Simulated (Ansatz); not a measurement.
```yaml
crystal:
  lattice:
    - [0.00000, -2.26827, -2.26827]
    - [-2.26827, 0.00000, -2.26827]
    - [2.26827, 2.26827, -4.53653]
  atoms:
    - { symbol: B, position: [0.00000, 0.00000, 0.00000] }
    - { symbol: B, position: [0.50000, 0.50000, 0.50000] }
    - { symbol: P, position: [0.37500, 0.37500, 0.87500] }
    - { symbol: P, position: [0.87500, 0.87500, 0.37500] }
```

Space group F-43m.

The calculation used DFT r2SCAN, scalar-relativistic, plane waves, PAW in Ansatz.

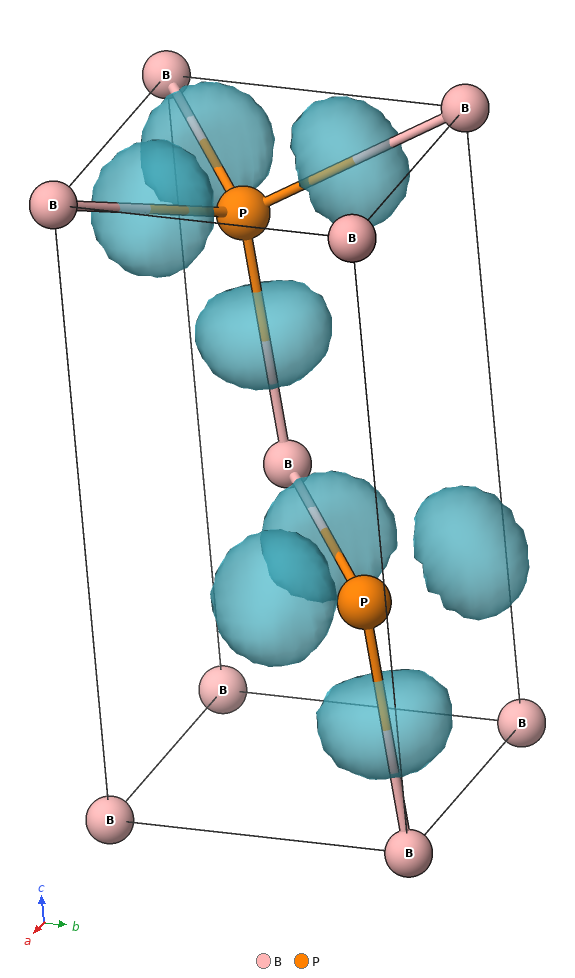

BP. Isosurface of the electron localisation function at 0.85 (cyan), seen slightly off an axis. Core shells and regions of very low density are left out. Sticks mark near contacts.

Question: What do the ELF domains correspond to?

Answer: The surface consists of eight regions between bonded B–P atoms (shared pairs), counted in one cell of 4 atoms. Regions shared between cells count once. Profiles from the grid: B–P (1.96 Å): the ELF peaks at about 0.95 between the atoms: a covalent bond.

Question: Does the calculation make it a metal, or give it a gap?

Answer: It is gapped, with a Kohn–Sham gap of 1.4 eV on the k-point mesh (the band edges may lie off the mesh, which would make the gap smaller).
